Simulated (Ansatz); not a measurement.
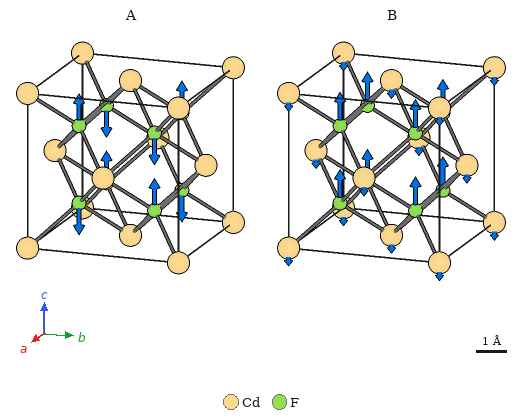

Modes of solid CdF2 relaxed at −3 GPa, space group Fm-3m (No. 225), at the zone centre (one member of each degenerate set). Displacements are drawn as blue arrows; their common scale and sign are arbitrary. A ball-and-stick model of the conventional cell (4 times the calculation's cell), seen slightly off an axis. Lengths and directions refer to the drawn axes.

Computed with DFT PBEsol, scalar-relativistic, plane waves, PAW (Ansatz 0.2.0).

Frequencies are those without the non-analytic (LO–TO) term.

Give the symmetry species and the selection rules of each.

A is T₂g, Raman-active by symmetry (285 cm⁻¹). B is T₁u, infrared-active by symmetry (195 cm⁻¹). The crystal has a centre of inversion, so no mode is both.
